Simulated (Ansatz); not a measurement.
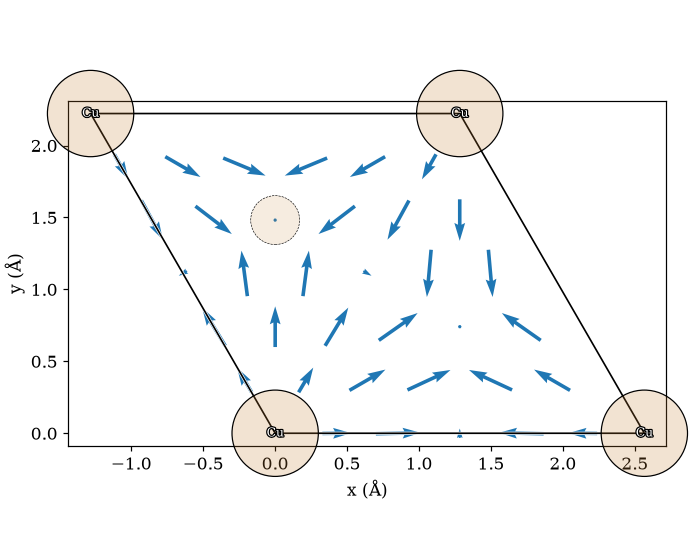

O on a Cu(111) slab cut from the Fm-3m phase, its upper half relaxed before the scan (12 atoms of substrate and one adsorbate in a 2 × 2 cell). O is moved over the surface cell; relaxed at each place: the height of the adsorbate's atoms; substrate rigid; the origin of the map has the adsorbate above Cu9. Places are given modulo a cell vector. The map is drawn in real space over the plane of the surface. The grid has 6 × 6 points; 10 points were computed and 26 follow by symmetry. Places are given in fractions of the 1 × 1 surface cell. The runs have no spin polarisation; a magnetic state may lie lower. These are results of DFT PBE, scalar-relativistic, plane waves, PAW in Ansatz, not measurements. Settings: cutoff 420 eV, k-mesh 6×6×1, gaussian smearing 0.1 eV, no spin polarisation.

In the figure: arrows along the force (downhill), their lengths compressed, labelled circles for the atoms of the top layer and small ones for the second layer, the outline of one cell of the plane.

The arrows alone are given. Where are the wells?

The arrows converge at a threefold hollow over a third-layer Cu atom, (4/6, 2/6) of the cell vectors; a threefold hollow over a second-layer Cu atom, (2/6, 4/6) of the cell vectors (0.10 eV up) (read from the interpolated surface).

The energy map of the same scan:

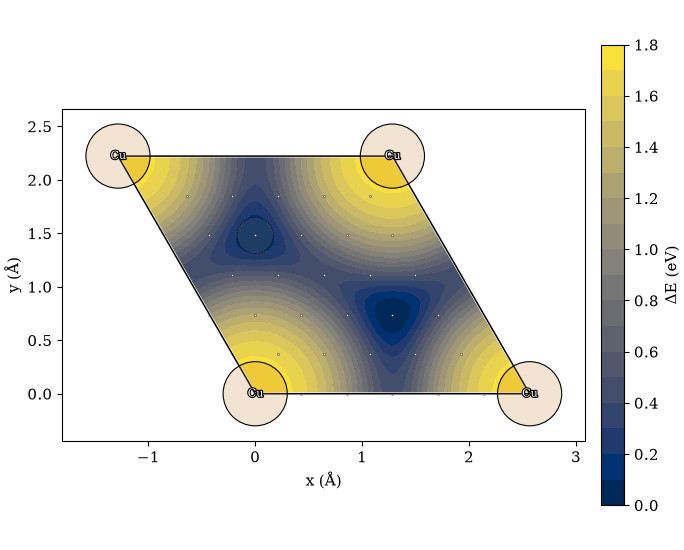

Energies are in eV, from the lowest grid point; between grid points the surface is interpolated.

PAW datasets: the set soft_1.
